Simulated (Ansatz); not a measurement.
Here is a crystal structure:

```yaml
crystal:
  lattice:
    - [6.31818, 0.00000, 0.00000]
    - [0.00000, 6.31818, 0.00000]
    - [0.00000, 0.00000, 8.63526]
  atoms:
    - { symbol: Al, position: [0.00000, 0.00000, 0.84202] }
    - { symbol: Al, position: [0.00000, 0.00000, 0.32465] }
    - { symbol: Ga, position: [0.25000, 0.25000, 0.06596] }
    - { symbol: Ga, position: [0.25000, 0.25000, 0.58334] }
    - { symbol: Ga, position: [0.75000, 0.25000, 0.06596] }
    - { symbol: Ga, position: [0.75000, 0.25000, 0.58334] }
    - { symbol: Ga, position: [0.00000, 0.50000, 0.84202] }
    - { symbol: Ga, position: [0.00000, 0.50000, 0.32465] }
    - { symbol: N, position: [0.74497, 0.50000, 0.19791] }
    - { symbol: N, position: [0.74497, 0.50000, 0.71528] }
    - { symbol: N, position: [0.25503, 0.50000, 0.19791] }
    - { symbol: N, position: [0.25503, 0.50000, 0.71528] }
    - { symbol: N, position: [0.00000, 0.24497, 0.96876] }
    - { symbol: N, position: [0.00000, 0.24497, 0.45139] }
    - { symbol: N, position: [0.00000, 0.75503, 0.96876] }
    - { symbol: N, position: [0.00000, 0.75503, 0.45139] }
    - { symbol: Al, position: [0.50000, 0.50000, 0.84202] }
    - { symbol: Al, position: [0.50000, 0.50000, 0.32465] }
    - { symbol: Ga, position: [0.75000, 0.75000, 0.06596] }
    - { symbol: Ga, position: [0.75000, 0.75000, 0.58334] }
    - { symbol: Ga, position: [0.25000, 0.75000, 0.06596] }
    - { symbol: Ga, position: [0.25000, 0.75000, 0.58334] }
    - { symbol: Ga, position: [0.50000, 0.00000, 0.84202] }
    - { symbol: Ga, position: [0.50000, 0.00000, 0.32465] }
    - { symbol: N, position: [0.24497, 0.00000, 0.19791] }
    - { symbol: N, position: [0.24497, 0.00000, 0.71528] }
    - { symbol: N, position: [0.75503, 0.00000, 0.19791] }
    - { symbol: N, position: [0.75503, 0.00000, 0.71528] }
    - { symbol: N, position: [0.50000, 0.74497, 0.96876] }
    - { symbol: N, position: [0.50000, 0.74497, 0.45139] }
    - { symbol: N, position: [0.50000, 0.25503, 0.96876] }
    - { symbol: N, position: [0.50000, 0.25503, 0.45139] }
```

Q: Describe what this structure looks like.

A: The stoichiometry is AlGa3N4. It is base-centred orthorhombic, space group Cmm2 (No. 35). One cell contains 4 Al, 12 Ga, 16 N, 32 atoms in all. The polyhedra are AlN4 tetrahedra; they share no atoms with one another. Al is linked to four N in a tetrahedral arrangement at 1.90 Å. Ga is linked to four N in a distorted tetrahedral arrangement at 1.79 to 1.95 Å. About every N there are three Ga and one Al in a distorted tetrahedral arrangement (1.79 to 1.95 Å to Ga, 1.90 Å to Al). The bonds build a three-dimensional framework.

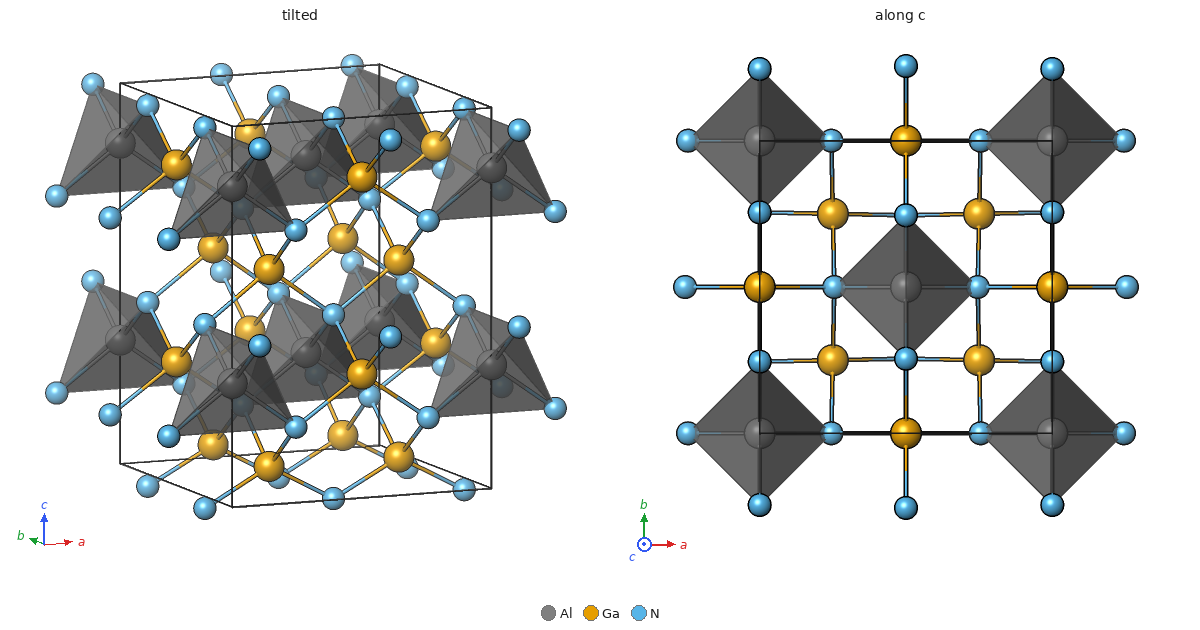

Structure drawing (polyhedral), viewed slightly off an axis and along the c axis. The wireframe shows the conventional unit cell. Some neighbours outside the box are added.

The model was built from a structure listed in the Materials Project. The cell was then strained or its atoms displaced on purpose. Ansatz was used for an electronic-structure calculation on it.

At this level of theory the run's own cell isn't at rest (compressed, at 8 GPa and forces up to 3.9 eV/Å), so its distances can differ from those at equilibrium, the more so the softer the solid.
